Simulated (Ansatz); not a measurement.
GaN (slab)

Input file:

```
crystal:
  lattice:
    - [5.5744824363, 0.0, 0.0]
    - [-2.7872412181, 4.8276434028, 0.0]
    - [0.0, 0.0, 30.7336341549]
  atoms:
    - { symbol: "N", position: [0.6666666667, 0.6666666667, 0.2546585229] }
    - { symbol: "N", position: [0.3333333333, 0.0, 0.2546560625] }
    - { symbol: "N", position: [0.0, 0.3333333333, 0.2544975556] }
    - { symbol: Ga, position: [0.3331929342, 0.3333316954, 0.2657393089] }
    - { symbol: Ga, position: [1.638e-06, 0.6665279055, 0.2657393089] }
    - { symbol: Ga, position: [0.6668054278, 0.0001403991, 0.2657393089] }
    - { symbol: "N", position: [0.3329165527, 0.3333229535, 0.3341110033] }
    - { symbol: "N", position: [1.03798e-05, 0.6662602659, 0.3341110033] }
    - { symbol: "N", position: [0.6670730675, 0.0004167806, 0.3341110033] }
    - { symbol: Ga, position: [0.6666666667, 0.6666666667, 0.3517875195] }
    - { symbol: Ga, position: [0.3333333333, 0.0, 0.3517952305] }
    - { symbol: Ga, position: [0.0, 0.3333333333, 0.3521387114] }
    - { symbol: "N", position: [0.6666666667, 0.6666666667, 0.4177665371] }
    - { symbol: "N", position: [0.3333333333, 0.0, 0.4177819414] }
    - { symbol: "N", position: [0.0, 0.3333333333, 0.4184388151] }
    - { symbol: Ga, position: [0.3351441015, 0.3333634361, 0.4373791103] }
    - { symbol: Ga, position: [-3.01028e-05, 0.6684473321, 0.4373791103] }
    - { symbol: Ga, position: [0.6648860013, -0.0018107682, 0.4373791103] }
    - { symbol: "N", position: [0.3353224935, 0.3333571141, 0.5029555123] }
    - { symbol: "N", position: [-2.37808e-05, 0.6686320461, 0.5029555123] }
    - { symbol: "N", position: [0.6647012872, -0.0019891602, 0.5029555123] }
    - { symbol: Ga, position: [0.6666666667, 0.6666666667, 0.5258213704] }
    - { symbol: Ga, position: [0.3333333333, 0.0, 0.5257834331] }
    - { symbol: Ga, position: [0.0, 0.3333333333, 0.5217979438] }
basis:
  ecutwfc: 420
kpoints:
  mp_grid: { grid: [9, 9, 1] }
hamiltonian:
  xc: pbe
scf:
  occupations: { method: gaussian, width: 0.1 }
output:
  forces: true
  stress: true
  eigenvalues: true
  write_density: true
  write_potential: true
  elf: true
  volumetric_format: npy
efield:
  axis: 3
  dipole_correction: true
  ramp_width: 0.04
```

Launched as:

```sh
ansatz run input.yaml --threads 8 --pin off --max-ram 20480MiB --backend cpu --events-out ev --progress --plain --runs-dir out
```

Not relaxed (largest force 1.0 eV/Å).

These are results of DFT PBE, scalar-relativistic, plane waves, PAW in Ansatz, not measurements.

In a PAW calculation such maps are meaningful between the atoms, not at the nuclei.

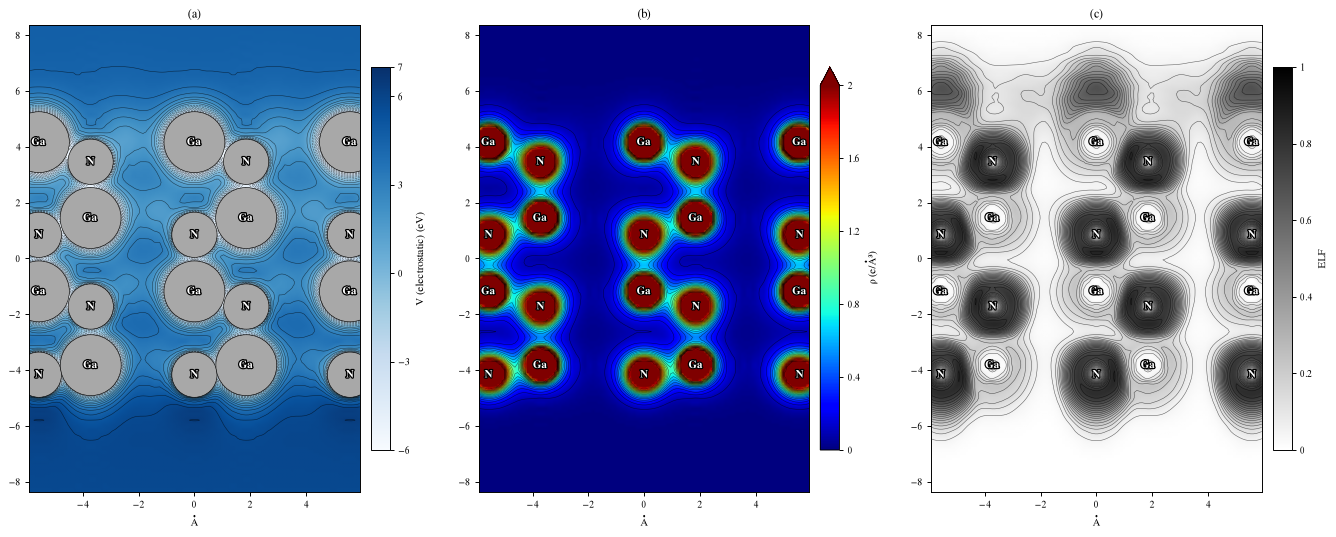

Figure 1. (a) electrostatic potential (local pseudopotential plus Hartree) felt by an electron; (b) valence electron density; (c) ELF on the (100) plane of the calculation cell, a cut from vacuum to vacuum. Grey discs cover the atomic cores in the potential map.

Q: Describe what can be read from this map.

A:
- Atoms in the plane: N and Ga.
- Ga–N (1.89 Å): the density is about 0.83 e/Å³ at the midpoint; the ELF peaks at about 0.85 in the valence shell of N, 0.6 Å from its nucleus, and is about 0.50 at the midpoint.
- Ga–N (1.94 Å): ρ at the midpoint is about 0.76 e/Å³; the ELF peaks at about 0.85 in the valence shell of N, 0.7 Å from its nucleus, and is about 0.50 at the midpoint.
- Ga–N (1.98 Å): the density is about 0.7 e/Å³ at the midpoint; the ELF peaks at about 0.85 in the valence shell of N, 0.6 Å from its nucleus, and is about 0.45 at the midpoint.
- Ga–N (2.03 Å): ρ at the midpoint is about 0.65 e/Å³; the ELF peaks at about 0.85 in the valence shell of N, 0.7 Å from its nucleus, and is about 0.45 at the midpoint.
- Ga–N (2.10 Å): the density is about 0.53 e/Å³ at the midpoint; the ELF peaks at about 0.85 in the valence shell of N, 0.6 Å from its nucleus, and is about 0.35 at the midpoint.
- The density dies away to nearly zero in the vacuum.

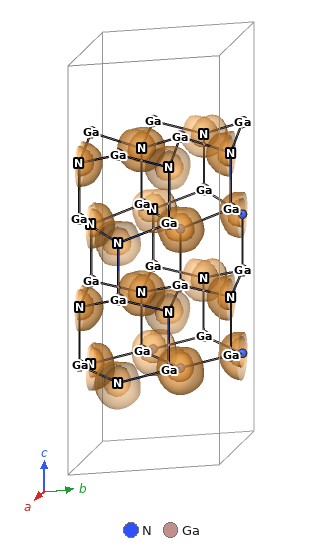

Figure 2. Isosurface of the electron localisation function at 0.75 (orange), seen slightly off an axis. Core shells and regions of very low density are left out. Sticks mark near contacts.

Q: Describe the localisation domains.

A: The surface consists of twelve regions wrapped around N (the valence shell of each), counted in one cell of 24 atoms. Counts are for one cell; the picture repeats the cell along the surface.

Q: Does the calculation make it a metal, or give it a gap?

A: It is metallic or semimetallic at this level of theory: no gap opens.
